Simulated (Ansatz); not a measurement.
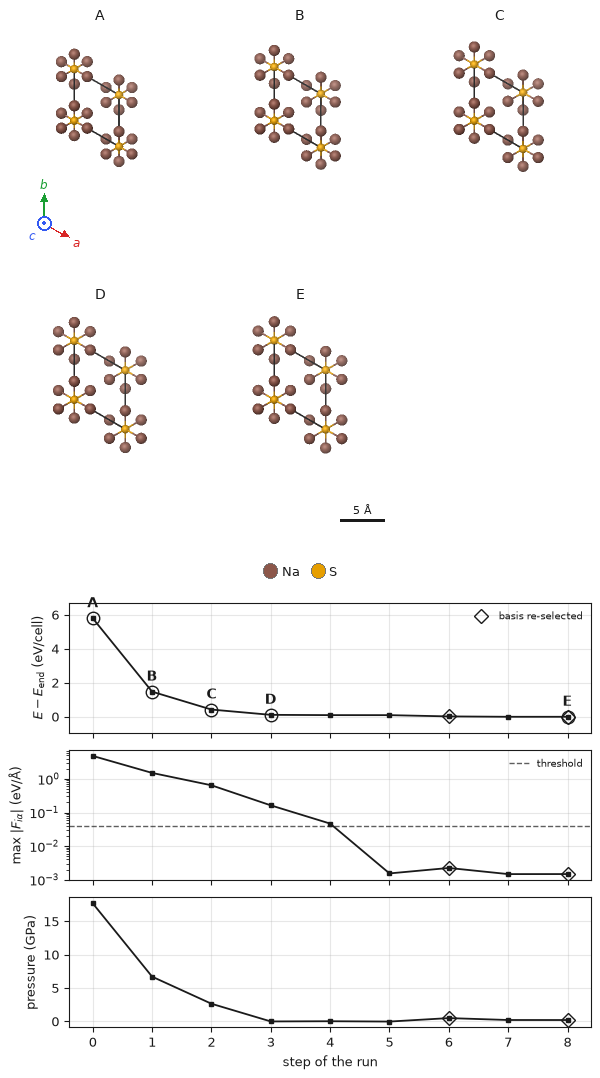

Frames of a relaxation of crystalline Na6S (a generated structure, set up in Im-3m) (coarse preliminary run), marked on the history of the run. The picture is a ball-and-stick view of the cell of the calculation, seen along the c axis.

Level of theory: Ansatz, DFT PBE, scalar-relativistic, plane waves, PAW. (plane-wave cutoff 420 eV; k-point mesh 4 × 4 × 4; occupations gaussian; smearing width 0.1 eV; no spin polarisation; cell and atoms relaxed; force threshold 0.04 eV/Å; at most 70 steps)

Q: What happens along the run?

A: The largest moves relative to the cell, 0.21 Å, are those of Na atoms. S stays in place. The volume changes by +51.6 %, with a = b = c 6.330 → 7.272 Å (+14.9 %). Near-neighbour distances that change, for instance: Na–Na 2.991 → 3.740 Å, Na–S 2.115 → 2.645 Å, Na–Na 3.080 → 3.108 Å. The space group stays Im-3m (No. 229). The energy falls by 5.796 eV per cell of the calculation in 6 accepted moves (8 points after the start). Largest force component: 4.8 eV/Å at the start, 0.0015 eV/Å at the end. Pressure: 17.71 GPa at the start and 0.22 GPa at the end. At 2 points the geometry stayed and the basis and grid were re-selected for the new cell (energy shift of 74.7 meV per cell of the calculation at most each time). Cost: 31 s on 1 thread of Arm Neoverse V1, with other jobs on the host, peak memory 0.47 GiB. From step 0 to 1: Na atoms move most (0.14 Å), volume +13.2 %, energy −4.317 eV per cell of the calculation. From step 1 to 2: Na atoms move most (0.02 Å), volume +14.7 %, energy −1.053 eV per cell of the calculation. From step 2 to 3: volume +14.4 %, energy −0.311 eV per cell of the calculation. From step 3 to 8: Na atoms move most (0.02 Å), volume +2.1 %, energy −0.114 eV per cell of the calculation.
